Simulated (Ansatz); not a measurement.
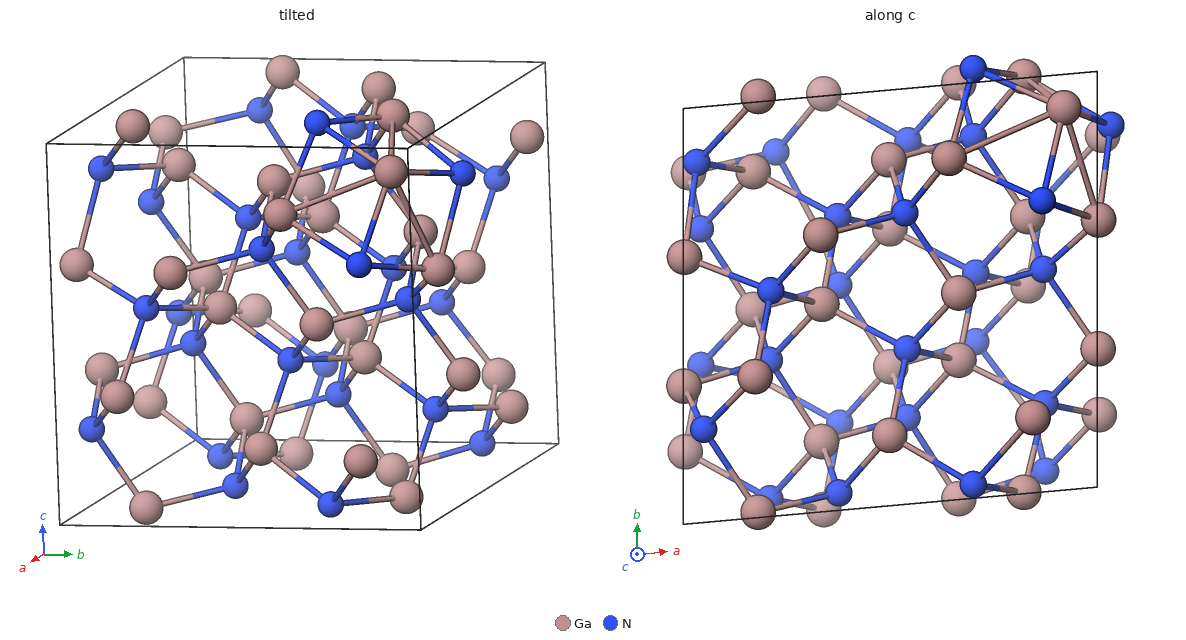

Shown here is a ball-and-stick view of the crystal, taken slightly off an axis and along the c axis. The frame is the simulation cell; atoms at its boundary are shown with their periodic copies. Cell: a = 8.302 Å, b = 8.302 Å, c = 8.302 Å, α = 84.36°, β = 84.36°, γ = 84.36°.

State composition, symmetry and coordination.

The structure is one of Ga25N24. It is rhombohedral (trigonal R), space group R3 (No. 146). The cell comprises 1 formula unit: 25 Ga, 24 N. The numbers of neighbours within bonding distance are Ga 4 to 9 (mean 4.4) and N 4 to 5 (mean 4.1). The bonds build a three-dimensional framework.

It goes back to a structure listed in the Materials Project, repeated into a supercell with a point defect put in. The atoms were relaxed in a fixed cell with Ansatz 0.2.0, DFT PBE, scalar-relativistic, plane waves, PAW.
